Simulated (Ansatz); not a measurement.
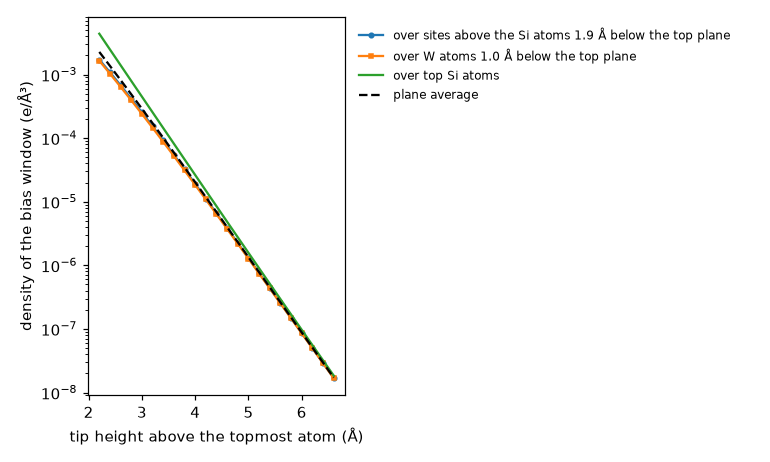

Approach curves over Si2W(101) (I4/mmm bulk, 12 atomic planes (those closer than 0.6 Å count as one), 11 Å, Si-terminated) at a sample bias of −2.00 V.

Model: Tersoff–Hamann, s-wave tip, no tip–sample forces. Bias windows are sharp sums over the levels of the k mesh.

Level of theory: Ansatz, DFT PBE, scalar-relativistic, plane waves, PAW. Cutoff 420 eV, 20 × 14 k-points, Gaussian smearing 0.1 eV, dipole correction. The slab is a cut without reconstruction beyond its cell, at the source's lattice constants, with its lower half held fixed and the rest relaxed. No spin polarisation. Spin–orbit coupling is left out; with W it can shift levels and gaps. The run warns that the functional's potential is rough in the thin density of the vacuum, where the tip is; weak contrasts and barriers may feel it.

```xyz
12
Lattice="3.2120 0.0000 0.0000 -1.6060 4.2547 0.0000 0.0000 0.0000 30.9041" Properties=species:S:1:pos:R:3 pbc="T T T"
Si    0.0000    3.6423   10.0000
W     0.0000    1.2124   10.9905
Si    1.6060    3.0372   11.9809
Si    1.6060    0.6000   12.9744
W     0.0000    2.4248   13.9649
Si    1.6060    4.2496   14.9553
Si    1.6084    1.8205   15.9677
W     0.0016    3.6413   16.9300
Si    0.0010    1.2091   17.9729
Si    1.6087    3.0310   19.0009
W     1.6083    0.5699   19.8691
Si    0.0011    2.3615   20.8603
```

The last single point, restarted from the relaxation's density, took 11 min on 1 thread of AMD EPYC 7R43 64-Core Processor (Zen 3), with other jobs on the host, peak memory 1.8 GiB.

How fast does the current decay, and what apparent barrier height does that imply?

Answer. Near 4 Å the plane average falls as exp(−2.70 z/Å), a factor of 15 per ångström, which gives an apparent barrier of 6.9 eV (0.952 eV Å² times the slope squared). The vacuum level lies 5.03 eV above zero bias. The apparent barrier is above 5.03 eV. At 4 Å the 0.25 eV of states nearest the highest filled state carry 12 % of the density, so deeper states, or ones away from the zone centre, set the barrier.
